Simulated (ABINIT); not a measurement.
**LiF (Fm-3m): refractive index against wavelength**

The refractive index of LiF (Fm-3m) below the direct gap (9.11 eV on the mesh) is read from one computed spectrum, n = √(Re ε).

Symmetry: Fm-3m, No. 225, cubic system. The conventional cell has a = 4.028 Å, b = 4.028 Å, c = 4.028 Å, α = 90.00°, β = 90.00°, γ = 90.00°. F on site b has 6 Li at 2.01 Å as nearest neighbours. Around Li on site a lie 6 F at 2.01 Å.

Method: ABINIT 10.8.3, PBE, independent particles, k-mesh 15×15×15, Lorentzian half width 0.05 eV.

Launch of the response step: `optic optic.abi`. The run took 21 s, its band step included, on 4 threads of Intel(R) Xeon(R) Platinum 8488C (Sapphire Rapids), with other jobs on the host.

```tsv
wavelength (nm)	photon energy E (eV)	n
532	2.331	1.4285
450	2.755	1.4322
405	3.061	1.4353
365	3.397	1.4392
308	4.025	1.4479
266	4.661	?
248	4.999	1.4660
```

In the single-oscillator model n² − 1 = E₀E_d/(E₀² − E²), so 1/(n² − 1) = E₀/E_d − E²/(E₀E_d) is linear in E².

Working, on the rows shown:

| x = E² (eV²) | y = 1/(n² − 1) |
| --- | --- |
| 5.43137 | 0.960973 |
| 7.59115 | 0.951297 |
| 9.37179 | 0.94332 |
| 11.5384 | 0.933448 |
| 16.2043 | 0.912064 |
| 24.9936 | 0.870204 |

Means: x̄ = 12.522, ȳ = 0.92855. Σ(x − x̄)(y − ȳ) = -1.182, Σ(x − x̄)² = 254.6. Slope = -1.182 / 254.6 = -0.004642; intercept = ȳ − slope · x̄ = 0.98668. Turned back into n, the line misses the rows shown by at most 0.00025.

Task: What does the fit predict for the withheld row, and how well does it do?

Result: At x = 21.725 the line gives y = 0.88583, that is 1.4591. The run gave 1.4590, so the interpolation is off by 7.1e-05, 0.2 % of the range in the table.

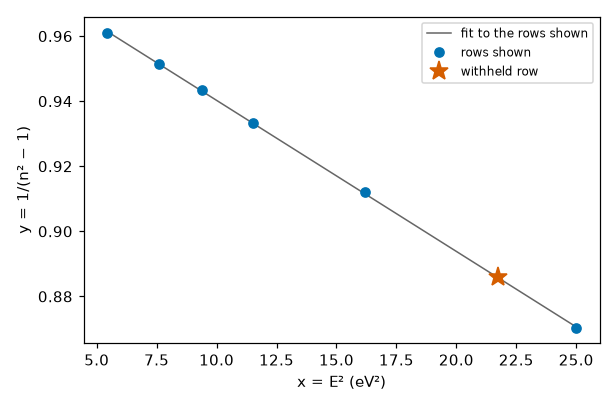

Refitted with all rows, the slope is -0.004638 and the intercept 0.98665. These give E₀ = √(intercept/−slope) = 14.59 eV and E_d = E₀/intercept = 14.8 eV; E₀ is 1.6 times the direct gap. The electronic limit at long wavelengths, without lattice vibrations, is n = √(1 + 1/intercept) = 1.419. Excitons are left out and so are local fields; PBE gaps are as a rule too small. The values come from a sum over the points of one k-mesh and carry its error, which grows as the direct gap shrinks.

[Logs are printed without paths, hosts, clocks, repeated set-up lines and the standing remarks that a program may print on its own settings, such as how far it seeks lower states.]
